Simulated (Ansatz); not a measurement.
```yaml
crystal:
  lattice:
    - [5.12753, 0.00000, 0.00000]
    - [0.00000, 5.12422, 0.00000]
    - [0.00000, 0.00000, 2.79360]
  atoms:
    - { symbol: Ge, position: [0.49929, 0.50000, 0.49965] }
    - { symbol: Ge, position: [0.99929, 0.00000, 0.99965] }
    - { symbol: Ge, position: [0.49929, 0.00000, 0.75035] }
    - { symbol: Ge, position: [0.99929, 0.50000, 0.25035] }
```

Space group I4₁/amd; a structure from a database of computed crystals, not necessarily the ambient phase.

Theory: DFT PBEsol, scalar-relativistic, plane waves, PAW (Ansatz 0.2.0).

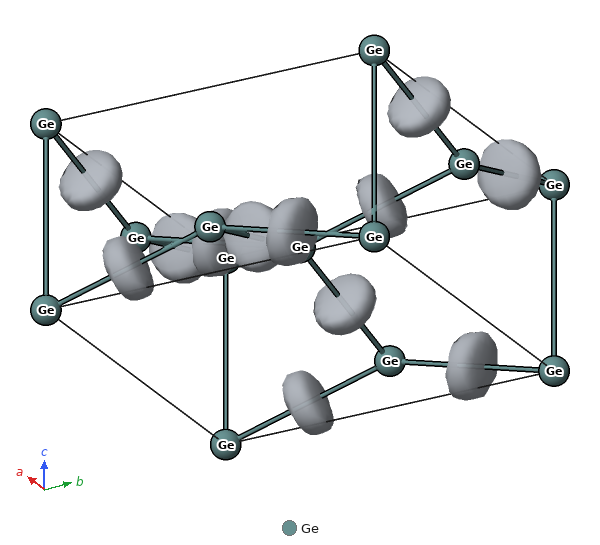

Ge. Isosurface of the electron localisation function at 0.55 (grey), seen at an oblique angle. Only the valence region is drawn (cores and ρ < 0.01 e/Å³ removed). Sticks mark near contacts.

In a PAW calculation such maps are meaningful between the atoms, not at the nuclei.

> What do the ELF domains correspond to?

The ELF exceeds this value in eight regions between bonded Ge–Ge atoms, counted in one cell of 4 atoms. Regions shared between cells count once.

Values along the shortest contacts:
Ge–Ge (2.66 Å): the ELF peaks at about 0.65 between the atoms. Ge–Ge (2.79 Å): the ELF is about 0.50 at the midpoint.
